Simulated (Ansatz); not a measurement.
Geometry relaxation, with input and output: AlCu3

System: AlCu3 (Pm-3m, 4 atoms in the cell).
Method: DFT r2SCAN, scalar-relativistic, plane waves, PAW, no spin polarisation (Ansatz 0.2.0).

The structure derives from a Materials Project entry.

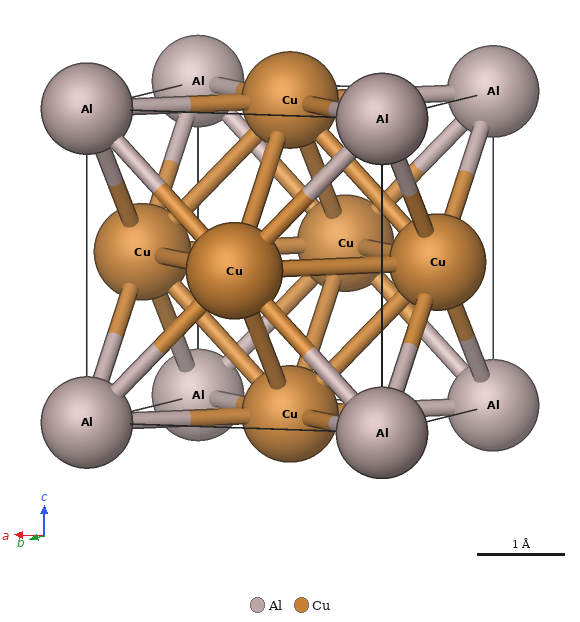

**Figure 1.** The starting structure (ball-and-stick view of the cell of the calculation, seen at an oblique angle).

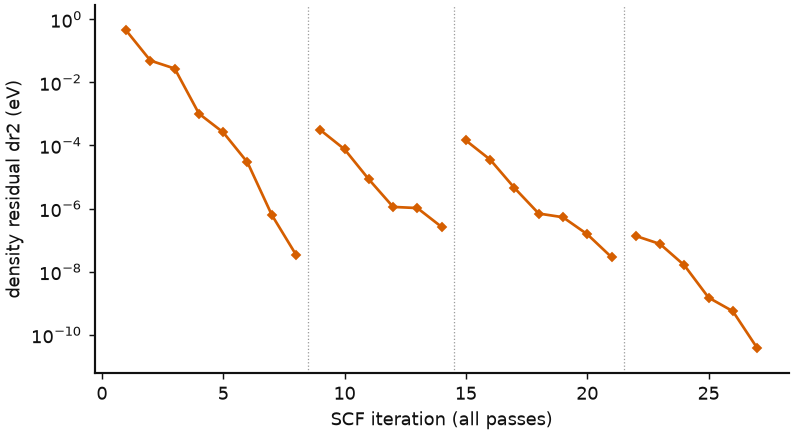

**Figure 2.** Convergence of the self-consistent field: density residual dr2 against the SCF iteration. The dotted lines part the SCF passes of the relaxation: geometry steps, rejected trials and re-solves on a re-selected basis. The passes take 8, 6, 7 and 6 iterations.

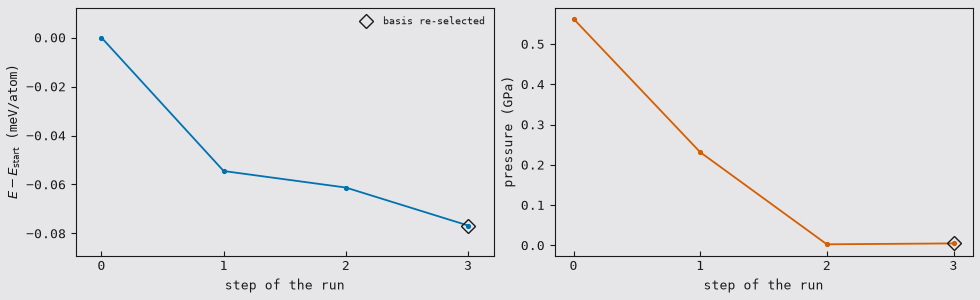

**Figure 3.** Progress of the relaxation, step by step (the first geometry is step 0 here and step 1 in the log). No atom moves by more than 0.005 Å relative to the cell. Over 2 geometry steps the energy falls by 0.1 meV per atom. All forces vanish by symmetry, so only the cell relaxes. The pressure goes from 0.56 to 0.00 GPa. A last SCF at the same geometry on a re-selected plane-wave basis shifts the energy by next to nothing (0.0 meV per atom).

The input and output of the run follow.

## The input
```yaml
crystal:
  lattice:
    - [3.63737667, 0.0, 0.0]
    - [0.0, 3.63737667, 0.0]
    - [0.0, 0.0, 3.63737667]
  atoms:
    - { symbol: Al, position: [0.0, 0.0, 0.0] }
    - { symbol: Cu, position: [0.5, 0.5, 0.0] }
    - { symbol: Cu, position: [0.5, 0.0, 0.5] }
    - { symbol: Cu, position: [0.0, 0.5, 0.5] }
basis:
  ecutwfc: 500
kpoints:
  mp_grid: { grid: [12, 12, 12] }
hamiltonian:
  xc: r2scan
scf:
  occupations: { method: gaussian, width: 0.1 }
output:
  forces: true
  stress: true
  eigenvalues: true
relax:
  adjacent_minimum: "off"
  f_tol: 0.005
  max_steps: 80
  cell: { stress_tol: 0.05 }
```

Run as:
```bash
ansatz run input.yaml --threads 1 --pin off --max-ram 2560MiB --backend cpu --events-out ev --progress --plain --runs-dir out
```

## The program's output
```
Engine: ansatz 0.2.0, x86_64-unknown-linux-gnu
Pseudopotentials: kind: paw
Pseudopotential: Al, paw, valence charge 3, recommended cutoff 500 eV (meta_gga), Al.paw.azcp
Pseudopotential: Cu, paw, valence charge 19, recommended cutoff 500 eV (meta_gga), Cu.paw.azcp
Functional definition: r2SCAN
  parameter k0 = 0.174
  parameter k1 = 0.065
  parameter a1 = 4.9479
  exchange = r2scan_x(k0 = k0, k1 = k1, a1 = a1)
  correlation = r2scan_c
Crystal: 4 atoms, lattice volume = 48.124 Å³
Basis set: ecut = 500 eV, 1213 PW (Γ), exchange–correlation on 108×108×108 points (64 copies of the dense FFT grid, shifted against one another)
Bands: 36, of which v1, the nominal top of the filled ones, is band 30 counted from 1 (29 counted from 0)
Symmetry: 48 space group operations
Space group: Pm-3m (ITA 221), of the structure as read, at distance tolerance 3.6e-5 Å
k-points: 84 of 1728
Non-local potential: Al, projectors of the file, l = 0: 2, l = 1: 2, l = 2: 1
Non-local potential: Cu, projectors of the file, l = 0: 3, l = 1: 2, l = 2: 3, l = 3: 1
PAW form: soft (Blöchl's): semilocal exchange-correlation on the pseudo side does not see the compensation charge
PAW frozen core: Al, regenerated for the run's functional (the file was generated under x = pbe(κ = 0.804, μ = 0.2195149727645171), c = pbe(β = 0.06672455060314922))
PAW frozen core: Cu, regenerated for the run's functional (the file was generated under x = pbe(κ = 0.804, μ = 0.2195149727645171), c = pbe(β = 0.06672455060314922))
PAW one-centre angular grid: Al, 302 points (default); XC on 160 Gauss nodes
PAW one-centre angular grid: Cu, 590 points (default); XC on 160 Gauss nodes
Initial density: superposition of atomic densities (neutral atoms: chi_scale 0, normalization atom), corrected by the library's trained network
Initial wavefunctions: pseudopotential atomic-orbital guess
Functional: x = r2scan, c = r2scan; τ floored in thin density (d = 2e-4 eV/Å³)
SCF iter   1: F=—  HF=-20434.952378 eV  |F-HF|=—  |Δ(HF+E_count)|=         —  Δρ=3.89e-2  dr2=4.41e-1  dr2_τ=7.95e-3  ethr=1.77e-3  ⟨swp⟩=5.3  Hψ=10694  notcnv=0  defer=34
preconditioner: auto → Kerker (q_TF=auto, 2.830 Å⁻¹)  [metal: Δε(μ)=0.027 eV  Ē_g=9.602 eV  σ=0.100 eV  W_gap=0.15  n_scr=18 (ndim 8)  ℏωp=32.1 eV  f_vac=0.001  D(μ)=0.66/eV (n_scr^D=0)]
SCF iter   2: F=—  HF=-20434.928732 eV  |F-HF|=—  |Δ(HF+E_count)|=   2.36e-2  Δρ=1.56e-2  dr2=4.89e-2  dr2_τ=3.83e-3  ethr=7.35e-4  ⟨swp⟩=2.0  Hψ=5465  notcnv=0  defer=114
SCF iter   3: F=—  HF=-20434.893743 eV  |F-HF|=—  |Δ(HF+E_count)|=   3.50e-2  Δρ=8.19e-3  dr2=2.74e-2  dr2_τ=1.25e-4  ethr=8.15e-5  ⟨swp⟩=2.0  Hψ=5610  notcnv=0  defer=114
SCF iter   4: F=—  HF=-20434.886697 eV  |F-HF|=—  |Δ(HF+E_count)|=   7.05e-3  Δρ=1.29e-3  dr2=1.02e-3  dr2_τ=2.12e-5  ethr=4.57e-5  ⟨swp⟩=1.3  Hψ=3788  notcnv=0  defer=113
SCF iter   5: F=—  HF=-20434.887217 eV  |F-HF|=—  |Δ(HF+E_count)|=   5.19e-4  Δρ=5.89e-4  dr2=2.60e-4  dr2_τ=2.22e-6  ethr=1.70e-6  ⟨swp⟩=2.0  Hψ=4493  notcnv=0  defer=113
SCF iter   6: F=—  HF=-20434.887169 eV  |F-HF|=—  |Δ(HF+E_count)|=   4.77e-5  Δρ=2.53e-4  dr2=2.91e-5  dr2_τ=1.22e-7  ethr=4.34e-7  ⟨swp⟩=2.0  Hψ=4245  notcnv=0  defer=113
SCF iter   7: F=—  HF=-20434.887155 eV  |F-HF|=—  |Δ(HF+E_count)|=   1.45e-5  Δρ=4.56e-5  dr2=6.32e-7  dr2_τ=7.87e-9  ethr=4.85e-8  ⟨swp⟩=2.0  Hψ=3950  notcnv=0  defer=113
SCF iter   8: F=-20434.887155 eV  HF=-20434.887155 eV  |F-HF|=1.73e-9  |Δ(HF+E_count)|=   9.51e-8  Δρ=8.39e-6  dr2=3.44e-8  dr2_τ=2.28e-10  ethr=1.67e-10  ⟨swp⟩=8.2  Hψ=13160  notcnv=0
SCF 1 converged in 8 iterations: F = -20434.887155 eV  dr2 = 3.44e-8
  greatest PAW one-centre occupation: 1.000 electrons in one spin orbital (limit 2), on the Cu atom at site 3 (counted from 0), in its partial waves of l = 0
relax step   1: F+E_penalty+E_count = -20434.88715467 eV  Δ(F+E_penalty+E_count) = +0.000e0 eV  max|allowed force component| = 6.787e-29 eV/Å  Δτ_max = 0.0000 Å  P = +0.563 GPa  Ω = 48.124 Å³  (8 SCF iters, dr2 threshold 1.00e-7 eV, accepted)
Crystal: 4 atoms, lattice volume = 48.228 Å³
Basis set: ecut = 500 eV, 1237 PW (Γ), exchange–correlation on 108×108×108 points (64 copies of the dense FFT grid, shifted against one another)
Initial density: handed on by an earlier stage of this run
Initial wavefunctions: those handed on with the density
iter 1 solved again at ethr=5.86e-7 eV; its pass at ethr=3.10e-3 eV (dr2=3.52e-4 eV) is discarded
SCF iter   1: F=—  HF=-20434.887199 eV  |F-HF|=—  |Δ(HF+E_count)|=         —  Δρ=9.93e-4  dr2=3.10e-4  dr2_τ=1.54e-4  ethr=5.86e-7  ⟨swp⟩=1.1  Hψ=10068  notcnv=0
preconditioner: auto → Kerker (q_TF=auto, 2.829 Å⁻¹)  [metal: Δε(μ)=0.098 eV  Ē_g=9.379 eV  σ=0.100 eV  W_gap=0.47  n_scr=18 (ndim 8)  ℏωp=32.1 eV  f_vac=0.002  D(μ)=0.95/eV (n_scr^D=6)]
SCF iter   2: F=—  HF=-20434.887407 eV  |F-HF|=—  |Δ(HF+E_count)|=   2.08e-4  Δρ=6.28e-4  dr2=7.57e-5  dr2_τ=2.66e-6  ethr=5.17e-7  ⟨swp⟩=2.7  Hψ=5259  notcnv=0
SCF iter   3: F=—  HF=-20434.887373 eV  |F-HF|=—  |Δ(HF+E_count)|=   3.32e-5  Δρ=1.16e-4  dr2=8.45e-6  dr2_τ=4.90e-8  ethr=1.26e-7  ⟨swp⟩=2.1  Hψ=4527  notcnv=0
SCF iter   4: F=—  HF=-20434.887372 eV  |F-HF|=—  |Δ(HF+E_count)|=   9.03e-7  Δρ=4.96e-5  dr2=1.13e-6  dr2_τ=1.50e-8  ethr=1.41e-8  ⟨swp⟩=2.0  Hψ=4398  notcnv=0
SCF iter   5: F=—  HF=-20434.887374 eV  |F-HF|=—  |Δ(HF+E_count)|=   1.18e-6  Δρ=7.03e-5  dr2=1.04e-6  dr2_τ=1.72e-9  ethr=6.67e-10  ⟨swp⟩=5.0  Hψ=12001  notcnv=0
SCF iter   6: F=-20434.887373 eV  HF=-20434.887374 eV  |F-HF|=1.81e-7  |Δ(HF+E_count)|=   2.48e-8  Δρ=3.29e-5  dr2=2.62e-7  dr2_τ=5.30e-10  ethr=6.67e-10  ⟨swp⟩=2.4  Hψ=10274  notcnv=0
SCF 2 converged in 6 iterations: F = -20434.887373 eV  dr2 = 2.62e-7
  greatest PAW one-centre occupation: 1.000 electrons in one spin orbital (limit 2), on the Cu atom at site 2 (counted from 0), in its partial waves of l = 0
relax step   2: F+E_penalty+E_count = -20434.88737349 eV  Δ(F+E_penalty+E_count) = -2.188e-4 eV  max|allowed force component| = 1.385e-29 eV/Å  Δτ_max = 0.0000 Å  P = +0.231 GPa  Ω = 48.228 Å³  energy of the carried Pulay correction = -3.830e-5 eV  (6 SCF iters, dr2 threshold 4.00e-7 eV, accepted)
Crystal: 4 atoms, lattice volume = 48.301 Å³
iter 1 solved again at ethr=2.73e-7 eV; its pass at ethr=3.10e-3 eV (dr2=1.64e-4 eV) is discarded
SCF iter   1: F=—  HF=-20434.887307 eV  |F-HF|=—  |Δ(HF+E_count)|=         —  Δρ=6.67e-4  dr2=1.44e-4  dr2_τ=7.57e-5  ethr=2.73e-7  ⟨swp⟩=1.1  Hψ=10077  notcnv=0
preconditioner: auto → Kerker (q_TF=auto, 2.829 Å⁻¹)  [metal: Δε(μ)=0.098 eV  Ē_g=9.366 eV  σ=0.100 eV  W_gap=0.48  n_scr=18 (ndim 8)  ℏωp=32.1 eV  f_vac=0.002  D(μ)=0.96/eV (n_scr^D=6)]
SCF iter   2: F=—  HF=-20434.887430 eV  |F-HF|=—  |Δ(HF+E_count)|=   1.23e-4  Δρ=4.32e-4  dr2=3.56e-5  dr2_τ=1.20e-6  ethr=2.39e-7  ⟨swp⟩=2.7  Hψ=5233  notcnv=0
SCF iter   3: F=—  HF=-20434.887400 eV  |F-HF|=—  |Δ(HF+E_count)|=   3.04e-5  Δρ=8.15e-5  dr2=4.52e-6  dr2_τ=2.13e-8  ethr=5.93e-8  ⟨swp⟩=2.0  Hψ=4482  notcnv=0
SCF iter   4: F=—  HF=-20434.887400 eV  |F-HF|=—  |Δ(HF+E_count)|=   4.45e-7  Δρ=3.68e-5  dr2=6.97e-7  dr2_τ=8.28e-9  ethr=7.54e-9  ⟨swp⟩=2.0  Hψ=4395  notcnv=0
SCF iter   5: F=—  HF=-20434.887400 eV  |F-HF|=—  |Δ(HF+E_count)|=   5.37e-7  Δρ=4.94e-5  dr2=5.32e-7  dr2_τ=7.91e-10  ethr=2.23e-10  ⟨swp⟩=5.0  Hψ=12042  notcnv=0
SCF iter   6: F=—  HF=-20434.887400 eV  |F-HF|=—  |Δ(HF+E_count)|=   7.35e-9  Δρ=2.48e-5  dr2=1.54e-7  dr2_τ=2.89e-10  ethr=8.87e-10  ⟨swp⟩=1.0  Hψ=3025  notcnv=0
SCF iter   7: F=-20434.887400 eV  HF=-20434.887400 eV  |F-HF|=2.04e-8  |Δ(HF+E_count)|=   2.00e-8  Δρ=9.71e-6  dr2=2.89e-8  dr2_τ=5.17e-11  ethr=2.23e-10  ⟨swp⟩=3.4  Hψ=8544  notcnv=0
SCF 3 converged in 7 iterations: F = -20434.887400 eV  dr2 = 2.89e-8
relax step   3: F+E_penalty+E_count = -20434.88740005 eV  Δ(F+E_penalty+E_count) = -2.656e-5 eV  max|allowed force component| = 9.687e-29 eV/Å  Δτ_max = 0.0000 Å  P = +0.003 GPa  Ω = 48.301 Å³  energy of the carried Pulay correction = -6.509e-5 eV  (7 SCF iters, dr2 threshold 1.34e-7 eV, accepted)
Initial wavefunctions: pseudopotential atomic-orbital guess (no wavefunctions were taken with the density)
iter 1 solved again at ethr=5.07e-9 eV; its pass at ethr=3.10e-3 eV (dr2=3.04e-6 eV) is discarded
SCF iter   1: F=—  HF=-20434.887434 eV  |F-HF|=—  |Δ(HF+E_count)|=         —  Δρ=1.20e-4  dr2=1.36e-7  dr2_τ=7.77e-9  ethr=5.07e-9  ⟨swp⟩=3.7  Hψ=19478  notcnv=0
preconditioner: auto → Kerker (q_TF=auto, 2.829 Å⁻¹)  [metal: Δε(μ)=0.096 eV  Ē_g=9.362 eV  σ=0.100 eV  W_gap=0.47  n_scr=18 (ndim 8)  ℏωp=32.1 eV  f_vac=0.002  D(μ)=0.96/eV (n_scr^D=6)]
SCF iter   2: F=—  HF=-20434.887455 eV  |F-HF|=—  |Δ(HF+E_count)|=   2.00e-5  Δρ=6.15e-5  dr2=7.55e-8  dr2_τ=3.07e-7  ethr=2.26e-10  ⟨swp⟩=2.0  Hψ=4545  notcnv=0
SCF iter   3: F=—  HF=-20434.887461 eV  |F-HF|=—  |Δ(HF+E_count)|=   6.13e-6  Δρ=2.50e-5  dr2=1.60e-8  dr2_τ=4.86e-8  ethr=1.26e-10  ⟨swp⟩=2.0  Hψ=4545  notcnv=0
SCF iter   4: F=—  HF=-20434.887462 eV  |F-HF|=—  |Δ(HF+E_count)|=   1.15e-6  Δρ=1.54e-6  dr2=1.51e-9  dr2_τ=8.35e-11  ethr=2.66e-11  ⟨swp⟩=2.0  Hψ=4546  notcnv=0
SCF iter   5: F=—  HF=-20434.887462 eV  |F-HF|=—  |Δ(HF+E_count)|=   1.34e-9  Δρ=1.40e-6  dr2=5.59e-10  dr2_τ=2.14e-11  ethr=2.51e-12  ⟨swp⟩=2.0  Hψ=4504  notcnv=0
SCF iter   6: F=-20434.887462 eV  HF=-20434.887462 eV  |F-HF|=3.64e-12  |Δ(HF+E_count)|=  2.73e-10  Δρ=3.22e-7  dr2=3.84e-11  dr2_τ=4.20e-13  ethr=1.00e-12  ⟨swp⟩=3.1  Hψ=11569  notcnv=0
SCF 4 converged in 6 iterations: F = -20434.887462 eV  dr2 = 3.84e-11
relax step   4: F+E_penalty+E_count = -20434.88746181 eV  Δ(F+E_penalty+E_count) = -6.176e-5 eV  max|allowed force component| = 1.666e-28 eV/Å  Δτ_max = 0.0000 Å  P = +0.005 GPa  Ω = 48.301 Å³  stress off target by 4.77e-3 GPa  SCF on the basis re-selected at this cell (its energy is not comparable with the rows above)  (6 SCF iters)
basis re-selected at this cell: Δ(F+E_penalty+E_count) = -6.176e-5 eV, ΔP = +0.002 GPa vs the last step (what re-selecting the basis moved, of the pressure what is left beyond the Pulay correction that the steps carried, after the strain that the cell walked since its last selection, with what the two solves' SCF thresholds leave and, on support functions, any second-order correction that the steps lacked; it is no measure of the basis error at this ecutwfc). This SCF's stress stands 4.77e-3 GPa from its target on what of the cell is left free (relax.cell.stress_tol is 5.00e-2 GPa) and its largest allowed force component is 1.67e-28 eV/Å (relax.f_tol is 5.00e-3 eV/Å): within both
SCF converged after 6 iterations
Free energy (F): -20434.887462 eV
Harris-Foulkes:  -20434.887462 eV  (|F-HF|=3.64e-12)
Internal energy: -20434.882656 eV  (E = F + TS)
E sigma→0 (E₀):  -20434.885059 eV
Entropy (-TS):   -0.004806 eV (-1.201 meV/atom)
Fermi energy:    15.198456 eV
--- Per-component energies (eV) ---
  E_band       = -1236.802933
  E_kinetic    = 924.226171
  E_local      = -13980.594969  (includes V_loc(G=0)·N_el)
  E_nonlocal   = 1190.443268
  E_hartree    = 6239.116381
  E_xc         = -290.205946
  E_vxc        = -409.055668  (∫ρ·V_xc dr)
  E_paw        = -5503.242873  (= ΣΔE_a)
  E_vpaw       = -1468.933247  (= ΣTr[D̂ρ^β])
  E_aug_tail   = 0.000427  (compensation charges beyond the density's cutoff)
  E_vtau       = 28.879186  (kinetic-family band-sum trace: ∫τ·v_τ [+ j·A + Jᵃ·Aᵃ] dr)
  E_ewald      = -9013.661683
  E_core_change = -0.963432  (= ΣΔE_core)
  E_smearing   = -0.004806  (= −TS)
  E_closure    = -0.000000  (closes the sum)
  Σ components = -20434.887462   (vs F -20434.887462, Δ=0.00e0)
--- Forces (eV/Å), atoms counted from 1 ---
  atom   1  Al     0.00000000     0.00000000    -0.00000000
  atom   2  Cu     0.00000000    -0.00000000    -0.00000000
  atom   3  Cu    -0.00000000     0.00000000     0.00000000
  atom   4  Cu     0.00000000    -0.00000000     0.00000000
  max |Σ_I F_I| component: 1.48e-28 eV/Å
--- Stress (GPa, compression-positive) ---
        0.004774      -0.000000       0.000000
       -0.000000       0.004774       0.000000
        0.000000       0.000000       0.004774
  P = ⅓ Tr σ = 0.0048 GPa (0.048 kbar)
--- Band table (eV; the first three rows and the last of 84) ---
  k-point 0: bands = ["-101.7868", "-101.7743", "-101.7743", "-57.6446", "-57.6446", "-57.6446", "-57.6255", "-57.6255", "-57.6255", "-57.5124", "-57.5124", "-57.5124", "4.0345", "9.6559", "10.2300", "10.2300", "10.5485", "10.5485", "10.5485", "12.0032", "12.0032", "12.0032", "12.6120", "12.6120", "12.8510", "13.1259", "13.1259", "13.1259", "14.8952", "14.8952", "14.8952", "19.7801", "19.7801", "20.7380", "26.3886", "26.3886"]
  k-point 1: bands = ["-101.7866", "-101.7745", "-101.7743", "-57.6441", "-57.6441", "-57.6440", "-57.6257", "-57.6257", "-57.6255", "-57.5130", "-57.5127", "-57.5127", "4.1191", "9.6782", "10.1904", "10.2748", "10.5596", "10.5596", "10.5652", "11.9765", "11.9765", "11.9863", "12.5801", "12.6128", "12.8280", "13.0084", "13.0084", "13.1260", "14.4269", "15.1098", "15.1098", "19.7945", "20.1375", "21.0704", "25.8288", "25.8288"]
  k-point 2: bands = ["-101.7861", "-101.7751", "-101.7743", "-57.6428", "-57.6428", "-57.6425", "-57.6262", "-57.6262", "-57.6256", "-57.5148", "-57.5135", "-57.5135", "4.3713", "9.6985", "10.0779", "10.4037", "10.5916", "10.5916", "10.6131", "11.9019", "11.9019", "11.9377", "12.4804", "12.6127", "12.7615", "12.7665", "12.7665", "13.1261", "13.5067", "15.6418", "15.6418", "19.8377", "20.4611", "22.3532", "24.4635", "24.4635"]
  k-point 83: bands = ["-101.7785", "-101.7785", "-101.7785", "-57.6597", "-57.6597", "-57.6597", "-57.6018", "-57.6018", "-57.6018", "-57.5795", "-57.4937", "-57.4937", "8.5596", "9.9741", "9.9741", "9.9741", "11.4863", "11.4863", "11.4863", "12.0393", "12.0393", "12.0393", "12.0638", "12.0638", "12.0638", "12.2217", "12.2217", "12.9405", "12.9405", "12.9405", "13.7248", "16.7736", "17.1205", "17.1205", "17.1205", "32.6709"]
--- Relaxed structure (3 steps of the walk, 3 accepted, 1 SCFs on fresh bases) ---
  F+E_penalty+E_count = -20434.88746181 eV   max|allowed force component| = 1.666e-28 eV/Å   (the final SCF, on the basis selected at the relaxed cell)
  cell:  # Å, volume = 48.3008 Å³
    - [3.641816331663353, -2.407412430484045e-34, -2.6481536735324493e-34]
    - [2.728400754548584e-34, 3.641816331663353, 2.5679065925163143e-34]
    - [-2.6481536735324493e-34, 2.5679065925163143e-34, 3.641816331663353]
  atoms:
    - { symbol: Al, position: [2.7577251514627564e-37, 1.163415298233612e-37, 7.756101987571964e-38] }
    - { symbol: Cu, position: [0.49999999999999994, 0.49999999999999994, 8.61789109329192e-39] }
    - { symbol: Cu, position: [0.49999999999999994, -9.048785651088796e-38, 0.49999999999999994] }
    - { symbol: Cu, position: [1.3788625757439318e-37, 0.49999999999999994, 0.49999999999999994] }
```

## Trajectory as extended XYZ (Å, eV, eV/Å), 4 frames, from step=1 to step=4
```
4
Lattice="3.6374 0.0000 0.0000 0.0000 3.6374 0.0000 0.0000 0.0000 3.6374" Properties=species:S:1:pos:R:3:forces:R:3 step=1 energy=-20434.88716 pressure_GPa=0.56
Al    0.0000    0.0000    0.0000    0.0000   0.0000   0.0000
Cu    1.8187    1.8187    0.0000    0.0000   0.0000   0.0000
Cu    1.8187    0.0000    1.8187    0.0000   0.0000   0.0000
Cu    0.0000    1.8187    1.8187    0.0000   0.0000   0.0000
4
Lattice="3.6400 0.0000 0.0000 0.0000 3.6400 0.0000 0.0000 0.0000 3.6400" Properties=species:S:1:pos:R:3:forces:R:3 step=2 energy=-20434.88737 pressure_GPa=0.23
Al    0.0000    0.0000    0.0000    0.0000   0.0000   0.0000
Cu    1.8200    1.8200    0.0000    0.0000   0.0000   0.0000
Cu    1.8200    0.0000    1.8200    0.0000   0.0000   0.0000
Cu    0.0000    1.8200    1.8200    0.0000   0.0000   0.0000
4
Lattice="3.6418 0.0000 0.0000 0.0000 3.6418 0.0000 0.0000 0.0000 3.6418" Properties=species:S:1:pos:R:3:forces:R:3 step=3 energy=-20434.88740 pressure_GPa=0.00
Al    0.0000    0.0000    0.0000    0.0000   0.0000   0.0000
Cu    1.8209    1.8209    0.0000    0.0000   0.0000   0.0000
Cu    1.8209    0.0000    1.8209    0.0000   0.0000   0.0000
Cu    0.0000    1.8209    1.8209    0.0000   0.0000   0.0000
4
Lattice="3.6418 0.0000 0.0000 0.0000 3.6418 0.0000 0.0000 0.0000 3.6418" Properties=species:S:1:pos:R:3:forces:R:3 step=4 energy=-20434.88746 pressure_GPa=0.00
Al    0.0000    0.0000    0.0000    0.0000   0.0000   0.0000
Cu    1.8209    1.8209    0.0000    0.0000   0.0000   0.0000
Cu    1.8209    0.0000    1.8209    0.0000   0.0000   0.0000
Cu    0.0000    1.8209    1.8209    0.0000   0.0000   0.0000
```

## Results in brief

| quantity | value |
| --- | --- |
| outcome | converged |
| space group (tolerance 0.01 Å) | Pm-3m (221) |
| electrons treated | 60 |
| free energy | −20434.8875 eV |
| Fermi energy | 15.198 eV |
| gap on the k-point mesh | none (metallic) |
| pressure | 0.00 GPa |
| final volume | 48.30 Å³ |
| largest force (length of the vector) at the end | under 0.001 eV/Å |
| final cell | a = 3.642 Å, b = 3.642 Å, c = 3.642 Å, α = 90.00°, β = 90.00°, γ = 90.00° |
| hardware | 1 thread of Oxide Virtual Turin-like (Zen 5), 32 GiB of memory available, shared host |
| wall time | 51 s |
| peak memory | 0.56 GiB |
